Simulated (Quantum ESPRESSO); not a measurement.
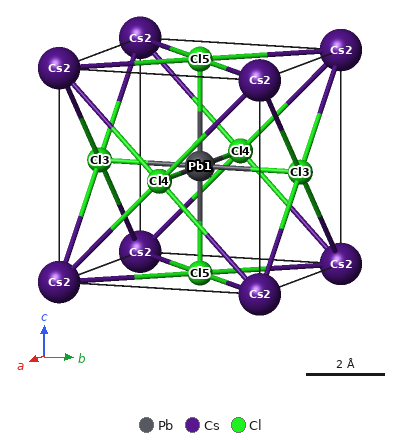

Figure 1. The structure as given in the input (ball-and-stick view of the cell of the calculation, seen slightly off an axis; atoms are numbered from 1 in the order of the input).

**Band-structure run of CsPbCl₃**

System: CsPbCl₃ (Pm-3m, 5 atoms in the cell).
Method: Kohn-Sham DFT of a periodic cell, r2SCAN, SG15 PBE 1.2 (Quantum ESPRESSO 7.5).

The structure derives from an entry of the Crystallography Open Database. The run did not end well.

The input:
```
&CONTROL
  calculation = 'scf'
  prefix = 'pwscf'
  outdir = './tmp'
  pseudo_dir = './pseudo'
  tprnfor = .true.
  tstress = .true.
  disk_io = 'low'
/
&SYSTEM
  ibrav = 0
  nat = 5
  ntyp = 3
  ecutwfc = 58
  nbnd = 31
  input_dft = 'r2scan'
  occupations = 'smearing'
  smearing = 'fd'
  degauss = 0.00367493
  nosym = .true.
/
&ELECTRONS
  conv_thr = 1d-08
  electron_maxstep = 120
  mixing_beta = 0.5
/
ATOMIC_SPECIES
Pb   207.2000 Pb_ONCV_PBE-1.2.upf
Cs   132.9055 Cs_ONCV_PBE-1.2.upf
Cl    35.4500 Cl_ONCV_PBE-1.2.upf
CELL_PARAMETERS angstrom
   5.6050000000    0.0000000000    0.0000000000
   0.0000000000    5.6050000000    0.0000000000
   0.0000000000    0.0000000000    5.6050000000
ATOMIC_POSITIONS crystal
Pb     0.5000000000    0.5000000000    0.5000000000
Cs     0.0000000000    0.0000000000    0.0000000000
Cl     0.5000000000    0.0000000000    0.5000000000
Cl     0.0000000000    0.5000000000    0.5000000000
Cl     0.5000000000    0.5000000000    0.0000000000
K_POINTS automatic
5 5 5 0 0 0
```

Run on 2 threads of Arm Neoverse V1, 24 GiB of memory available, shared host.

Launched with:
```bash
OMP_NUM_THREADS=1 mpirun -n 2 pw.x -nk 2 -in pw.in > pw.out
```

Log:
```
This program is part of the open-source Quantum ESPRESSO suite
     for quantum simulation of materials; please cite
         "P. Giannozzi et al., J. Phys.:Condens. Matter 21 395502 (2009);
         "P. Giannozzi et al., J. Phys.:Condens. Matter 29 465901 (2017);
         "P. Giannozzi et al., J. Chem. Phys. 152 154105 (2020);
          URL
     in publications or presentations arising from this work. More details at

     IMPORTANT: XC functional enforced from input :
     Exchange-correlation= R2SCAN
                           (   0   0   0   0   0 497 498)
     Any further DFT definition will be discarded
     Please, verify this is what you really want

     K-points division:     npool     =       2
     Subspace diagonalization in iterative solution of the eigenvalue problem:
     a serial algorithm will be used

     G-vector sticks info
     --------------------
     sticks:   dense  smooth     PW     G-vecs:    dense   smooth      PW
     Sum        2077    2077    577                71015    71015   10395

     Using Slab Decomposition

     bravais-lattice index     =            0
     lattice parameter (alat)  =      10.5919  a.u.
     unit-cell volume          =    1188.2928 (a.u.)^3
     number of atoms/cell      =            5
     number of atomic types    =            3
     number of electrons       =        44.00
     number of Kohn-Sham states=           31
     kinetic-energy cutoff     =      58.0000  Ry
     charge density cutoff     =     232.0000  Ry
     scf convergence threshold =      1.0E-08
     mixing beta               =       0.5000
     number of iterations used =            8  plain     mixing
     Exchange-correlation= R2SCAN
                           (   0   0   0   0   0 497 498)

     celldm(1)=  10.591915  celldm(2)=   0.000000  celldm(3)=   0.000000
     celldm(4)=   0.000000  celldm(5)=   0.000000  celldm(6)=   0.000000

     crystal axes: (cart. coord. in units of alat)
               a(1) = (   1.000000   0.000000   0.000000 )
               a(2) = (   0.000000   1.000000   0.000000 )
               a(3) = (   0.000000   0.000000   1.000000 )

     reciprocal axes: (cart. coord. in units 2 pi/alat)
               b(1) = (  1.000000  0.000000  0.000000 )
               b(2) = (  0.000000  1.000000  0.000000 )
               b(3) = (  0.000000  0.000000  1.000000 )

     PseudoPot. # 1 for Pb read from file:
     Pb_ONCV_PBE-1.2.upf
     Pseudo is Norm-conserving, Zval = 14.0
     Generated using ONCVPSP code by D. R. Hamann
     Using radial grid of  602 points,  8 beta functions with:
                l(1) =   0
                l(2) =   0
                l(3) =   1
                l(4) =   1
                l(5) =   2
                l(6) =   2
                l(7) =   3
                l(8) =   3

     PseudoPot. # 2 for Cs read from file:
     Cs_ONCV_PBE-1.2.upf
     Pseudo is Norm-conserving, Zval =  9.0
     Generated using ONCVPSP code by D. R. Hamann
     Using radial grid of  602 points,  6 beta functions with:
                l(1) =   0
                l(2) =   0
                l(3) =   1
                l(4) =   1
                l(5) =   2
                l(6) =   2

     PseudoPot. # 3 for Cl read from file:
     Cl_ONCV_PBE-1.2.upf
     Pseudo is Norm-conserving, Zval =  7.0
     Generated using ONCVPSP code by D. R. Hamann
     Using radial grid of  602 points,  4 beta functions with:
                l(1) =   0
                l(2) =   0
                l(3) =   1
                l(4) =   1

     atomic species   valence    mass     pseudopotential
     Pb               14.00   207.20000     Pb( 1.00)
     Cs                9.00   132.90550     Cs( 1.00)
     Cl                7.00    35.45000     Cl( 1.00)

     No symmetry found

   Cartesian axes

     site n.     atom                  positions (alat units)
         1        Pb     tau(   1) = (   0.5000000   0.5000000   0.5000000  )
         2        Cs     tau(   2) = (   0.0000000   0.0000000   0.0000000  )
         3        Cl     tau(   3) = (   0.5000000   0.0000000   0.5000000  )
         4        Cl     tau(   4) = (   0.0000000   0.5000000   0.5000000  )
         5        Cl     tau(   5) = (   0.5000000   0.5000000   0.0000000  )

     number of k points=    63  Fermi-Dirac smearing, width (Ry)=  0.0037
                       cart. coord. in units 2pi/alat
        k(    1) = (   0.0000000   0.0000000   0.0000000), wk =   0.0160000
        k(    2) = (   0.0000000   0.0000000   0.2000000), wk =   0.0320000
        k(    3) = (   0.0000000   0.0000000   0.4000000), wk =   0.0320000
        k(    4) = (   0.0000000   0.2000000   0.0000000), wk =   0.0320000
        k(    5) = (   0.0000000   0.2000000   0.2000000), wk =   0.0320000
        k(    6) = (   0.0000000   0.2000000   0.4000000), wk =   0.0320000
        k(    7) = (   0.0000000   0.2000000  -0.4000000), wk =   0.0320000
        k(    8) = (   0.0000000   0.2000000  -0.2000000), wk =   0.0320000
        k(    9) = (   0.0000000   0.4000000   0.0000000), wk =   0.0320000
        k(   10) = (   0.0000000   0.4000000   0.2000000), wk =   0.0320000
        k(   11) = (   0.0000000   0.4000000   0.4000000), wk =   0.0320000
        k(   12) = (   0.0000000   0.4000000  -0.4000000), wk =   0.0320000
        k(   13) = (   0.0000000   0.4000000  -0.2000000), wk =   0.0320000
        k(   14) = (   0.2000000   0.0000000   0.0000000), wk =   0.0320000
        k(   15) = (   0.2000000   0.0000000   0.2000000), wk =   0.0320000
        k(   16) = (   0.2000000   0.0000000   0.4000000), wk =   0.0320000
        k(   17) = (   0.2000000   0.0000000  -0.4000000), wk =   0.0320000
        k(   18) = (   0.2000000   0.0000000  -0.2000000), wk =   0.0320000
        k(   19) = (   0.2000000   0.2000000   0.0000000), wk =   0.0320000
        k(   20) = (   0.2000000   0.2000000   0.2000000), wk =   0.0320000
        k(   21) = (   0.2000000   0.2000000   0.4000000), wk =   0.0320000
        k(   22) = (   0.2000000   0.2000000  -0.4000000), wk =   0.0320000
        k(   23) = (   0.2000000   0.2000000  -0.2000000), wk =   0.0320000
        k(   24) = (   0.2000000   0.4000000   0.0000000), wk =   0.0320000
        k(   25) = (   0.2000000   0.4000000   0.2000000), wk =   0.0320000
        k(   26) = (   0.2000000   0.4000000   0.4000000), wk =   0.0320000
        k(   27) = (   0.2000000   0.4000000  -0.4000000), wk =   0.0320000
        k(   28) = (   0.2000000   0.4000000  -0.2000000), wk =   0.0320000
        k(   29) = (   0.2000000  -0.4000000   0.0000000), wk =   0.0320000
        k(   30) = (   0.2000000  -0.4000000   0.2000000), wk =   0.0320000
        k(   31) = (   0.2000000  -0.4000000   0.4000000), wk =   0.0320000
        k(   32) = (   0.2000000  -0.4000000  -0.4000000), wk =   0.0320000
        k(   33) = (   0.2000000  -0.4000000  -0.2000000), wk =   0.0320000
        k(   34) = (   0.2000000  -0.2000000   0.0000000), wk =   0.0320000
        k(   35) = (   0.2000000  -0.2000000   0.2000000), wk =   0.0320000
        k(   36) = (   0.2000000  -0.2000000   0.4000000), wk =   0.0320000
        k(   37) = (   0.2000000  -0.2000000  -0.4000000), wk =   0.0320000
        k(   38) = (   0.2000000  -0.2000000  -0.2000000), wk =   0.0320000
        k(   39) = (   0.4000000   0.0000000   0.0000000), wk =   0.0320000
        k(   40) = (   0.4000000   0.0000000   0.2000000), wk =   0.0320000
        k(   41) = (   0.4000000   0.0000000   0.4000000), wk =   0.0320000
        k(   42) = (   0.4000000   0.0000000  -0.4000000), wk =   0.0320000
        k(   43) = (   0.4000000   0.0000000  -0.2000000), wk =   0.0320000
        k(   44) = (   0.4000000   0.2000000   0.0000000), wk =   0.0320000
        k(   45) = (   0.4000000   0.2000000   0.2000000), wk =   0.0320000
        k(   46) = (   0.4000000   0.2000000   0.4000000), wk =   0.0320000
        k(   47) = (   0.4000000   0.2000000  -0.4000000), wk =   0.0320000
        k(   48) = (   0.4000000   0.2000000  -0.2000000), wk =   0.0320000
        k(   49) = (   0.4000000   0.4000000   0.0000000), wk =   0.0320000
        k(   50) = (   0.4000000   0.4000000   0.2000000), wk =   0.0320000
        k(   51) = (   0.4000000   0.4000000   0.4000000), wk =   0.0320000
        k(   52) = (   0.4000000   0.4000000  -0.4000000), wk =   0.0320000
        k(   53) = (   0.4000000   0.4000000  -0.2000000), wk =   0.0320000
        k(   54) = (   0.4000000  -0.4000000   0.0000000), wk =   0.0320000
        k(   55) = (   0.4000000  -0.4000000   0.2000000), wk =   0.0320000
        k(   56) = (   0.4000000  -0.4000000   0.4000000), wk =   0.0320000
        k(   57) = (   0.4000000  -0.4000000  -0.4000000), wk =   0.0320000
        k(   58) = (   0.4000000  -0.4000000  -0.2000000), wk =   0.0320000
        k(   59) = (   0.4000000  -0.2000000   0.0000000), wk =   0.0320000
        k(   60) = (   0.4000000  -0.2000000   0.2000000), wk =   0.0320000
        k(   61) = (   0.4000000  -0.2000000   0.4000000), wk =   0.0320000
        k(   62) = (   0.4000000  -0.2000000  -0.4000000), wk =   0.0320000
        k(   63) = (   0.4000000  -0.2000000  -0.2000000), wk =   0.0320000

     Dense  grid:    71015 G-vectors     FFT dimensions: (  54,  54,  54)

     WARNING: libxc functional with ID  497 depends
      on external parameters: check the user_guide of
      QE if you need to modify them or to check their
      default values.

     WARNING: libxc functional with ID  498 depends
      on external parameters: check the user_guide of
      QE if you need to modify them or to check their
      default values.

     Initial potential from superposition of free atoms

     starting charge      43.4937, renormalised to      44.0000
     Starting wfcs are random

     Self-consistent Calculation

     iteration #  1     ecut=    58.00 Ry     beta= 0.50
     Davidson diagonalization with overlap
     ethr =  1.00E-02,  avg # of iterations = 10.3

     total energy              =    -243.76542693 Ry
     estimated scf accuracy    <      10.10645652 Ry

     iteration #  2     ecut=    58.00 Ry     beta= 0.50
     Davidson diagonalization with overlap
     ethr =  1.00E-02,  avg # of iterations =  1.0

     total energy              =    -243.89792486 Ry
     estimated scf accuracy    <       3.09052460 Ry

     iteration #  3     ecut=    58.00 Ry     beta= 0.50
     Davidson diagonalization with overlap
     ethr =  7.02E-03,  avg # of iterations =  1.0

     total energy              =    -243.90913257 Ry
     estimated scf accuracy    <       0.01239038 Ry

     iteration #  4     ecut=    58.00 Ry     beta= 0.50
     Davidson diagonalization with overlap
     ethr =  2.82E-05,  avg # of iterations =  6.7

     total energy              =    -243.91085349 Ry
     estimated scf accuracy    <       0.00062077 Ry

     iteration #  5     ecut=    58.00 Ry     beta= 0.50
     Davidson diagonalization with overlap
     ethr =  1.41E-06,  avg # of iterations =  4.5

     total energy              =    -243.91103777 Ry
     estimated scf accuracy    <       0.00014711 Ry

     iteration #  6     ecut=    58.00 Ry     beta= 0.50
     Davidson diagonalization with overlap
     ethr =  3.34E-07,  avg # of iterations =  2.0

     total energy              =    -243.91107904 Ry
     estimated scf accuracy    <       0.00002394 Ry

     iteration #  7     ecut=    58.00 Ry     beta= 0.50
     Davidson diagonalization with overlap
     ethr =  5.44E-08,  avg # of iterations =  2.0

     total energy              =    -243.91108460 Ry
     estimated scf accuracy    <       0.00000230 Ry

     iteration #  8     ecut=    58.00 Ry     beta= 0.50
     Davidson diagonalization with overlap
     ethr =  5.22E-09,  avg # of iterations =  3.0

     total energy              =    -243.91108642 Ry
     estimated scf accuracy    <       0.00000069 Ry

     iteration #  9     ecut=    58.00 Ry     beta= 0.50
     Davidson diagonalization with overlap
```

What the run reported:

| quantity | value |
| --- | --- |
| outcome | stopped at the time limit |
| space group (tolerance 0.01 Å) | Pm-3m (221) |
| wall time | 9 min |
| peak memory | 0.1 GiB |

What went wrong:

The run was cut off by its time limit, so the output is incomplete. Further notes kept with the run: potentials made for another functional; this file of Cl or I parts from the other sets. Points of doubt noted for this run: potentials made for another functional; this file of cl or i parts from the other sets.
